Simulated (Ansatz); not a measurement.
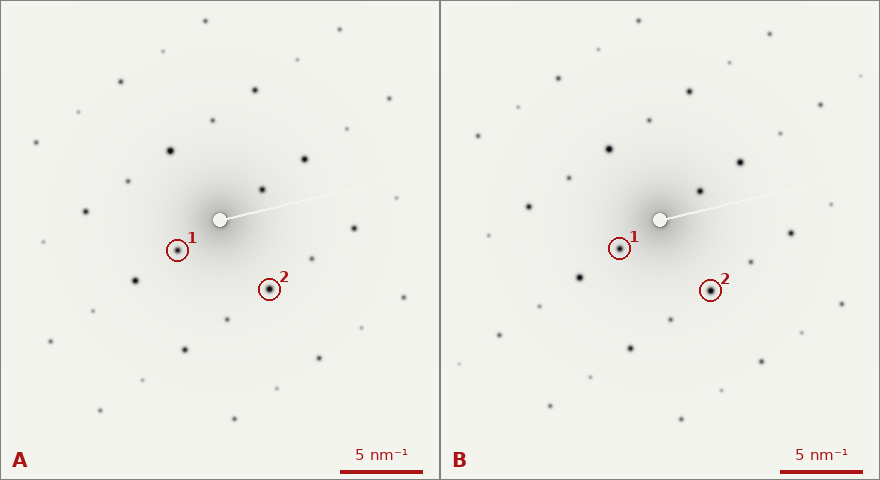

Kinematic electron diffraction patterns (300 kV, B = 0.5 Å², same scale) along [1-10] of the run's own cell, for the start and the end of one relaxation of KF with DFT PBE, scalar-relativistic, plane waves, PAW in Ansatz. k mesh 9×9×6. The start is a generated model structure, and the relaxation ends in the nearest stationary point of its symmetry, not necessarily the ground state. Spot 1 is 0 0 -2 and spot 2 is 1 1 0 in both.

Start structure:

```yaml
crystal:
  lattice:
    - [3.83193, 0.00000, 0.00000]
    - [-1.91597, 3.31855, 0.00000]
    - [0.00000, 0.00000, 6.25746]
  atoms:
    - { symbol: K, position: [0.00000, 0.00000, 0.00000] }
    - { symbol: F, position: [0.33333, 0.66667, 0.25000] }
    - { symbol: K, position: [0.00000, 0.00000, 0.50000] }
    - { symbol: F, position: [0.66667, 0.33333, 0.75000] }
```

Which pattern belongs to the start structure, and which to the relaxed one?

Answer. A is the start: its cell gives d(1) = 3.129 Å, d(2) = 1.916 Å and an angle of 90.0°. B is the relaxed structure, with d(1) = 3.299 Å (+5.4 %), d(2) = 1.870 Å (-2.4 %) and 90.0°.

What did the relaxation do to the structure and the energy?

Answer. The volume changed by +0.4 % to 19.97 Å³ an atom; the fractional coordinates hardly changed; the space group stayed P6_3/mmc (No. 194); the free energy fell by 13 meV an atom. Relaxed cell: a = 3.739 Å, b = 3.739 Å, c = 6.597 Å, α = 90.00°, β = 90.00°, γ = 120.00°.
